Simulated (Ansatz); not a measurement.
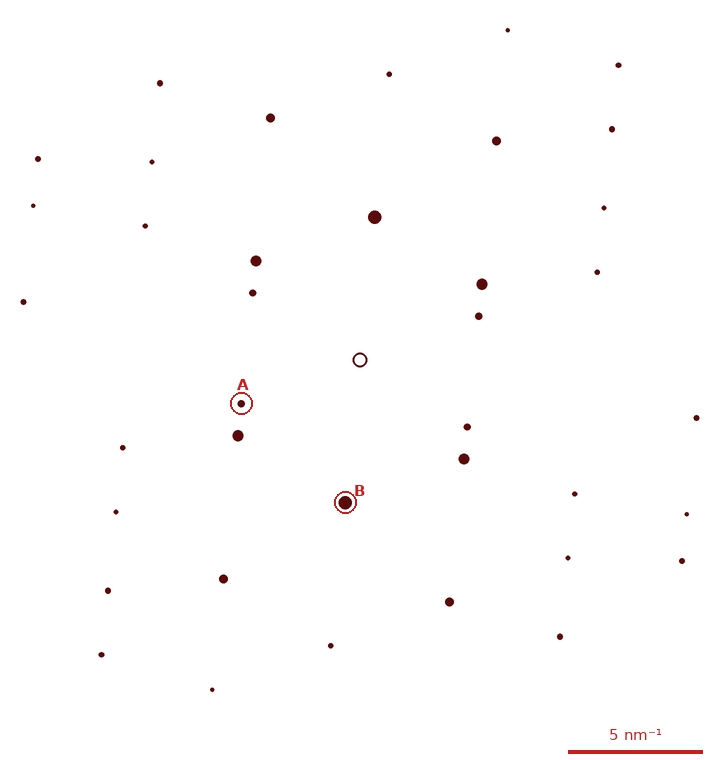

Kinematic zone-axis pattern, calculated for 120 keV electrons with B = 0.8 Å². Two individuals of a reflection twin are superposed (a geometric construction: whether this twin forms is not tested). Crystal: Mn, space group P6_3/mmc (No. 194), a = 2.434 Å, c = 7.838 Å (hexagonal axes), zone axis [201]. Structure: the end point of a relaxation with DFT, LDA (PW92), plane waves (420 eV) with PAW, scalar-relativistic (Ansatz 0.2.0); the starting structure was generated, so it need not be a known form of this composition.

```json
{"atom": "Mn", "site": "2a", "symmetry": "-3m.", "x": "0.0000", "y": "0.0000", "z": "0.0000"}
{"atom": "Mn", "site": "2c", "symmetry": "-6m2", "x": "0.3333", "y": "0.6667", "z": "0.2500"}
```

In the first individual spot A is 0 -1 0 and spot B is 1 -1 -2.

**Find the twin plane.**

(1-1-2). The spot positions of the combined pattern are mirror-symmetric about the row through 1 -1 -2 (d = 1.856 Å), which both individuals share, while a single individual has only symmetry 2mm without that mirror line. Friedel's law adds a mirror line at right angles, along which no low-index reflection lies.

**Which other reflections coincide?**

Within the frame only the reflections of the common row coincide.
